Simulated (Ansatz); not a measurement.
The coordinates of a crystal:

```cif
data_structure
_symmetry_space_group_name_H-M 'R -3 m :H'
_symmetry_Int_Tables_number 166
_cell_length_a 3.2095
_cell_length_b 3.2095
_cell_length_c 10.4819
_cell_angle_alpha 90.000
_cell_angle_beta 90.000
_cell_angle_gamma 120.000
_cell_volume 93.51
loop_
_atom_site_label
_atom_site_type_symbol
_atom_site_symmetry_multiplicity
_atom_site_Wyckoff_symbol
_atom_site_fract_x
_atom_site_fract_y
_atom_site_fract_z
_atom_site_occupancy
Mg1 Mg 3 a 0.00000 0.00000 0.00000 1
O1 O 6 c 0.33333 0.66667 0.09545 1
```

### What crystal do these data define?

The compound is MgO2. Space group: R-3m (No. 166). Lattice: rhombohedral (trigonal R). The cell comprises 3 formula units: 3 Mg, 6 O. Counting atoms within bonding range gives coordination numbers of Mg 6 and O 4.

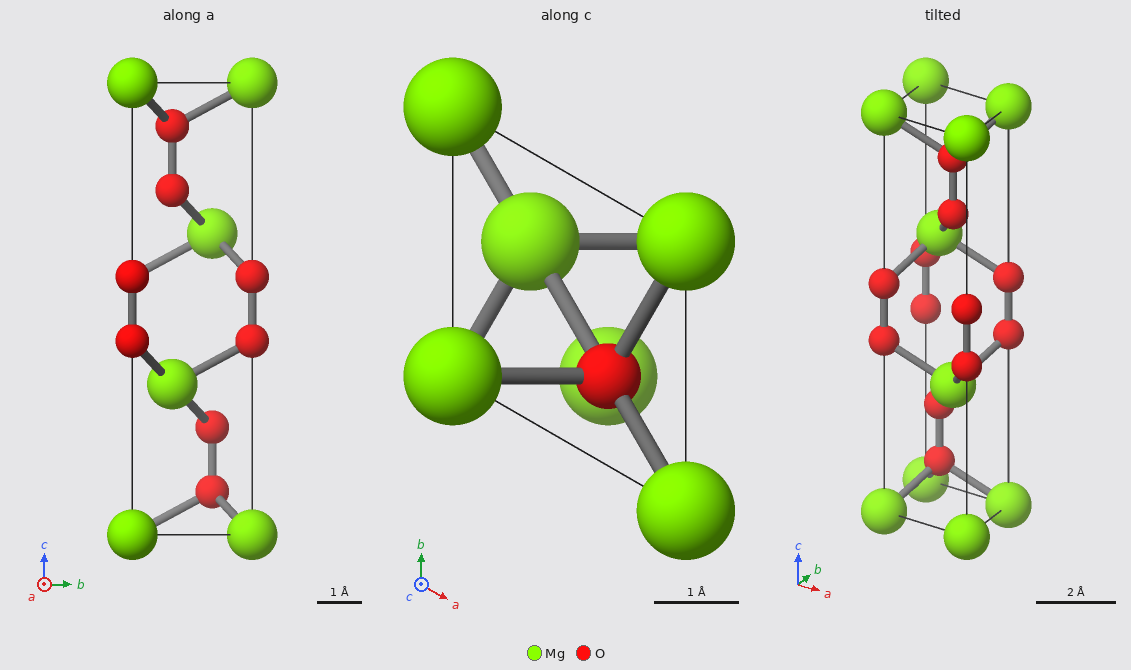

The crystal in a ball-and-stick representation, seen along the a axis, along the c axis and slightly off an axis. Thin lines show the conventional unit cell, with boundary atoms drawn in all their periodic places.

Starting structure: a structure listed in the Materials Project. Earlier steps of the study, as a rule a relaxation of our own, may have changed the cell and positions, so they can lie some per cent off the listed ones. It went into a calculation with Ansatz.

At this level of theory the run's own cell isn't at rest (stretched, at -10 GPa), so its distances can differ from those at equilibrium, the more so the softer the solid.
